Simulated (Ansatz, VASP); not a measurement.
## MoS2: VASP beside Ansatz

Aim: how closely do two programs agree when they are given the same cell, functional and k mesh? The cell is generated by rule, not measured, and may not be a known phase. The cell comes out of the VASP series on this material, whose earlier steps may have relaxed, scaled or displaced it; both programs get it as it stands.

Main program and level: Ansatz 0.2.0; plane waves, with VASP 6.6.1 beside it; band structure at PBE, spin-orbit coupling.

The structure was built from a prototype and need not be the compound's stable phase.

**1. The starting structure**

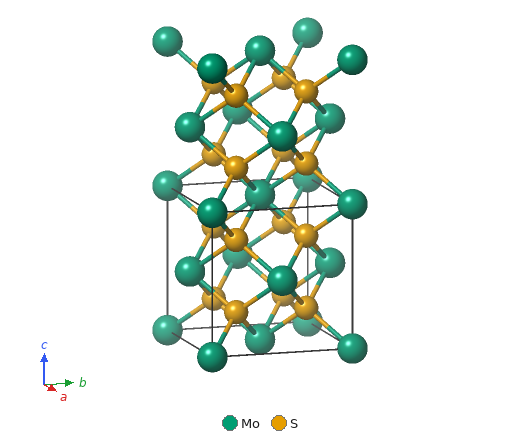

The cell as given, slightly off an axis (molybdenum teal, sulfur orange). 1×1×2 cells are drawn. This picture shows the conventional cell, with its axes. Some periodic images of atoms are drawn too.

As a file:

```cif
data_structure
_symmetry_space_group_name_H-M 'Fm-3m'
_symmetry_Int_Tables_number 225
_cell_length_a 5.9804
_cell_length_b 5.9804
_cell_length_c 5.9804
_cell_angle_alpha 90.000
_cell_angle_beta 90.000
_cell_angle_gamma 90.000
_cell_volume 213.89
loop_
_atom_site_label
_atom_site_type_symbol
_atom_site_symmetry_multiplicity
_atom_site_Wyckoff_symbol
_atom_site_fract_x
_atom_site_fract_y
_atom_site_fract_z
_atom_site_occupancy
Mo1 Mo 4 a 0.00000 0.00000 0.00000 1
S1 S 8 c 0.25000 0.75000 0.75000 1
```

**2. VASP: band structure, PBE, spin-orbit coupling**

Levels along a path test the potential and the projectors away from the mesh points.

Lines of VASP's logs that name or quote its potential files are left out, and so is its time.

The input, INCAR:

```
SYSTEM = MoS2
PREC = Accurate
ENCUT = 400
EDIFF = 1E-06
NELM = 100
ISMEAR = 0
SIGMA = 0.02
LREAL = .FALSE.
ALGO = Normal
GGA = PE
LNONCOLLINEAR = .TRUE.
MAGMOM = 0 0 0 0 0 0 0 0 0
NBANDS = 38
GGA_COMPAT = .FALSE.
LASPH = .TRUE.
LSORBIT = .TRUE.
LMAXMIX = 4
LORBIT = 11
LWAVE = .FALSE.
LCHARG = .FALSE.
KPAR = 4
ISIF = 2
```

The input, POSCAR:

```
MoS2
1.0
    0.0000000000      2.9902100000      2.9902100000
    2.9902100000      0.0000000000      2.9902100000
    2.9902100000      2.9902100000      0.0000000000
Mo S
1 2
Direct
    0.0000000000      0.0000000000      0.0000000000
    0.2500000000      0.2500000000      0.2500000000
    0.7500000000      0.7500000000      0.7500000000
```

The input, KPOINTS:

```
Automatic mesh
0
Gamma
8 8 8
0 0 0
```

The input, KPOINTS_OPT:

```
Line mode
16
Line-mode
Reciprocal
  0.00000000   0.00000000   0.00000000 GAMMA
  0.50000000   0.00000000   0.50000000 X

  0.50000000   0.00000000   0.50000000 X
  0.50000000   0.25000000   0.75000000 W

  0.50000000   0.25000000   0.75000000 W
  0.37500000   0.37500000   0.75000000 K

  0.37500000   0.37500000   0.75000000 K
  0.00000000   0.00000000   0.00000000 GAMMA

  0.00000000   0.00000000   0.00000000 GAMMA
  0.50000000   0.50000000   0.50000000 L

  0.50000000   0.50000000   0.50000000 L
  0.62500000   0.25000000   0.62500000 U

  0.62500000   0.25000000   0.62500000 U
  0.50000000   0.25000000   0.75000000 W

  0.50000000   0.25000000   0.75000000 W
  0.50000000   0.50000000   0.50000000 L

  0.50000000   0.50000000   0.50000000 L
  0.37500000   0.37500000   0.75000000 K

  0.62500000   0.25000000   0.62500000 U
  0.50000000   0.00000000   0.50000000 X
```

Potentials, in the order of the species: Mo_sv and S (PBE family, release 64).

Started as:

```bash
> mpirun -np 4 vasp_ncl
```

Numbers of over 12 decimals in the logs are rounded to 6 here.

Log:

```text
[banner, memory and clock lines left out]
running    4 mpi-ranks, on    1 nodes
 distrk:  each k-point on    1 cores,    4 groups
 distr:  one band on    1 cores,    1 groups

 POSCAR found type information on POSCAR MoS
 POSCAR found :  2 types and       3 ions
 LDA part: xc-table for (Slater+PW92), standard interpolation
 POSCAR, INCAR and KPOINTS ok, starting setup
 FFT: planning ... GRIDC
 FFT: planning ... GRID_SOFT
 FFT: planning ... GRID
 WAVECAR not read
 entering main loop
       N       E                     dE             d eps       ncg     rms          rms(c)
DAV:   1     0.173683204364E+03    0.17368E+03   -0.11987E+04  2420   0.106E+03
DAV:   2    -0.119838089481E+02   -0.18567E+03   -0.17856E+03  2636   0.308E+02
DAV:   3    -0.212325801291E+02   -0.92488E+01   -0.89755E+01  2766   0.609E+01
DAV:   4    -0.213981028297E+02   -0.16552E+00   -0.16507E+00  2698   0.830E+00
DAV:   5    -0.214010524241E+02   -0.29496E-02   -0.29492E-02  2652   0.109E+00    0.174E+01
DAV:   6    -0.207087001904E+02    0.69235E+00   -0.93709E+00  2300   0.229E+01    0.959E+00
DAV:   7    -0.196743254272E+02    0.10344E+01   -0.37459E+00  2300   0.146E+01    0.597E+00
DAV:   8    -0.196223549495E+02    0.51970E-01   -0.31695E-01  2478   0.421E+00    0.159E+00
DAV:   9    -0.196163223925E+02    0.60326E-02   -0.15932E-02  2454   0.802E-01    0.460E-01
DAV:  10    -0.196156247519E+02    0.69764E-03   -0.31044E-03  2496   0.351E-01    0.301E-01
DAV:  11    -0.196157408873E+02   -0.11614E-03   -0.54277E-04  2612   0.143E-01    0.825E-02
DAV:  12    -0.196157799908E+02   -0.39103E-04   -0.49795E-05  2550   0.457E-02    0.246E-02
DAV:  13    -0.196157981602E+02   -0.18169E-04   -0.38868E-05  2364   0.328E-02    0.112E-02
DAV:  14    -0.196157998539E+02   -0.16937E-05   -0.15623E-05  2344   0.192E-02    0.768E-03
DAV:  15    -0.196157997731E+02    0.80855E-07   -0.63699E-07  1596   0.549E-03
   1 F= -.19615800E+02 E0= -.19615525E+02  d E =-.550246E-03  mag=     0.0000    -0.0000     0.0000
 Start KPOINTS_OPT (optional k-point list driver)
k-point batch [1-29\160]
       N       E                     dE             ncg
DAV:   1    -0.112350968399E+04   -0.16584E+05     2476
DAV:   2    -0.641668058882E+04   -0.52932E+04     2606
DAV:   3    -0.666719571148E+04   -0.25052E+03     2734
DAV:   4    -0.667231119510E+04   -0.51155E+01     2556
DAV:   5    -0.667242528894E+04   -0.11409E+00     2764
DAV:   6    -0.667242889476E+04   -0.36058E-02     2616
DAV:   7    -0.667242898378E+04   -0.89018E-04     2778
DAV:   8    -0.667242898749E+04   -0.37101E-05     2116
DAV:   9    -0.667242898768E+04   -0.19133E-06     1690
[...]
k-point batch [146-160\160]
       N       E                     dE             ncg
DAV:   1     0.937010820979E+04   -0.12215E+05     1260
DAV:   2     0.667133775928E+04   -0.26988E+04     1410
DAV:   3     0.655452820781E+04   -0.11681E+03     1366
DAV:   4     0.655247300498E+04   -0.20552E+01     1322
DAV:   5     0.655243386310E+04   -0.39142E-01     1392
DAV:   6     0.655243288911E+04   -0.97399E-03     1338
DAV:   7     0.655243285767E+04   -0.31432E-04     1386
DAV:   8     0.655243285659E+04   -0.10870E-05     1090
DAV:   9     0.655243285652E+04   -0.70286E-07      822
```

From OUTCAR (step 2):

```text
ion  position               nearest neighbor table
   1  0.000  0.000  0.000-   2 2.59   3 2.59   3 2.59   3 2.59   3 2.59   2 2.59   2 2.59   2 2.59

  LATTYP: Found a face centered cubic cell.
 ALAT       =     5.9804200000

 Subroutine GETGRP returns: Found 48 space group operations
 (whereof 48 operations were pure point group operations)

The static configuration has the point symmetry O_h .

 Found     29 irreducible k-points:

   k-points           NKPTS =     29   k-points in BZ     NKDIM =     29   number of bands    NBANDS=     38

   dimension x,y,z NGX =    28 NGY =   28 NGZ =   28
   dimension x,y,z NGXF=    56 NGYF=   56 NGZF=   56

   ENCUT  =  400.0 eV  29.40 Ry    5.42 a.u.   6.90  6.90  6.90*2*pi/ulx,y,z

   NELECT =      26.0000    total number of electrons

 k-points in reciprocal lattice and weights: Automatic mesh
   0.00000000  0.00000000  0.00000000       0.002
   0.12500000  0.00000000  0.00000000       0.016
   0.25000000  0.00000000  0.00000000       0.016
   0.37500000  0.00000000  0.00000000       0.016
   0.50000000  0.00000000  0.00000000       0.008
   0.12500000  0.12500000  0.00000000       0.012
   0.25000000  0.12500000  0.00000000       0.047
   0.37500000  0.12500000  0.00000000       0.047
   0.50000000  0.12500000  0.00000000       0.047
[...]
-0.37500000  0.50000000  0.12500000       0.023
  -0.25000000  0.50000000  0.25000000       0.012

 average (electrostatic) potential at core
       1 -74.3436       2 -84.3564       3 -84.3564

 E-fermi :   7.6213

 k-point     1 :       0.0000    0.0000    0.0000
  band No.  band energies     occupation
    ...
     24       6.9648      1.00000
     25       7.1172      1.00000
     26       7.1172      1.00000
     27       7.1172      1.00000
     28       7.1172      1.00000
     29      11.4484      0.00000
     30      11.4484      0.00000
     31      11.4484      0.00000
     32      11.4484      0.00000
     33      11.5493      0.00000
    ...

 k-point     2 :       0.1250    0.0000    0.0000
  band No.  band energies     occupation
    ...
     20       6.0210      1.00000
     21       6.0669      1.00000
     22       6.0669      1.00000
     23       6.5425      1.00000
     24       6.5425      1.00000
     25       7.6406      0.08639
     26       7.6406      0.08639
     27       7.7163      0.00000
     28       7.7163      0.00000
     29      10.4210      0.00000
    ...

 k-point     3 :       0.2500    0.0000    0.0000
  band No.  band energies     occupation
    ...
     20       5.3108      1.00000
     21       5.3813      1.00000
     22       5.3813      1.00000
     23       5.4409      1.00000
     24       5.4409      1.00000
     25       7.7796      0.00000
     26       7.7796      0.00000
     27       7.8819      0.00000
     28       7.8819      0.00000
     29       9.3774      0.00000
    ...

  Total       -2.2210845     -2.2210845     -2.2210845     -0.0000000     -0.0000000      0.0000000
  in kB      -66.5488560    -66.5488560    -66.5488560     -0.0000000     -0.0000000      0.0000000
  external PRESSURE =     -66.5488560 kB  Pullay stress =       0.0000000 kB

  energy-cutoff  :      400.00
  volume of cell :       53.47
      direct lattice vectors                 reciprocal lattice vectors
     0.000000000  2.990210000  2.990210000    -0.167212336  0.167212336  0.167212336
     2.990210000  0.000000000  2.990210000     0.167212336 -0.167212336  0.167212336
     2.990210000  2.990210000  0.000000000     0.167212336  0.167212336 -0.167212336

 POSITION                                       TOTAL-FORCE (eV/Angst)
 -----------------------------------------------------------------------------------
      0.00000      0.00000      0.00000         0.000000      0.000000      0.000000
      1.49510      1.49510      1.49510        -0.000000     -0.000000     -0.000000
      4.48531      4.48531      4.48531         0.000000      0.000000      0.000000
 -----------------------------------------------------------------------------------
    total drift:                               -0.000000      0.000000      0.000000

  FREE ENERGIE OF THE ION-ELECTRON SYSTEM (eV)
  ---------------------------------------------------
  free  energy   TOTEN  =       -19.6157997731 eV

  energy  without entropy=      -19.6152495273  energy(sigma->0) =      -19.61552465

 Spin-Orbit-Coupling matrix elements
 Ion:    1  E_soc:     -0.2108497
 Ion:    2  E_soc:     -0.0023335
 Ion:    3  E_soc:     -0.0023335

 total charge
# of ion       s       p       d       tot
------------------------------------------
    1        2.249   6.131   3.797  12.176
    2        1.361   2.292   0.000   3.652
    3        1.361   2.292   0.000   3.652
--------------------------------------------------
tot          4.970  10.714   3.797  19.481

 magnetization (x)
# of ion       s       p       d       tot
------------------------------------------
    1        0.000  -0.000   0.000  -0.000
    2        0.000   0.000   0.000   0.000
    3        0.000  -0.000   0.000  -0.000
--------------------------------------------------
tot          0.000  -0.000   0.000   0.000

 magnetization (y)
# of ion       s       p       d       tot
------------------------------------------
    1       -0.000   0.000   0.000  -0.000
    2        0.000  -0.000   0.000  -0.000
    3        0.000   0.000   0.000   0.000
--------------------------------------------------
tot          0.000  -0.000   0.000  -0.000

 magnetization (z)
# of ion       s       p       d       tot
------------------------------------------
    1        0.000   0.000   0.000   0.000
    2        0.000  -0.000   0.000  -0.000
    3       -0.000  -0.000   0.000  -0.000
--------------------------------------------------
tot          0.000  -0.000   0.000  -0.000

[... 3 further parts left out ...]
```

The run ends at a pressure of -6.65 GPa.

(Part 1 of 2 ends here.)

[Lines on the potential files, build, host, timing and source positions are cut from VASP's logs without a mark.]

[Logs are printed without paths, hosts, clocks, repeated set-up lines and the standing remarks that a program may print on its own settings, such as how far it seeks lower states.]

[Hosts, paths, dates, database ids (printed as entryN), source tags and the programs' standing remarks are cut or masked in the printed files.]
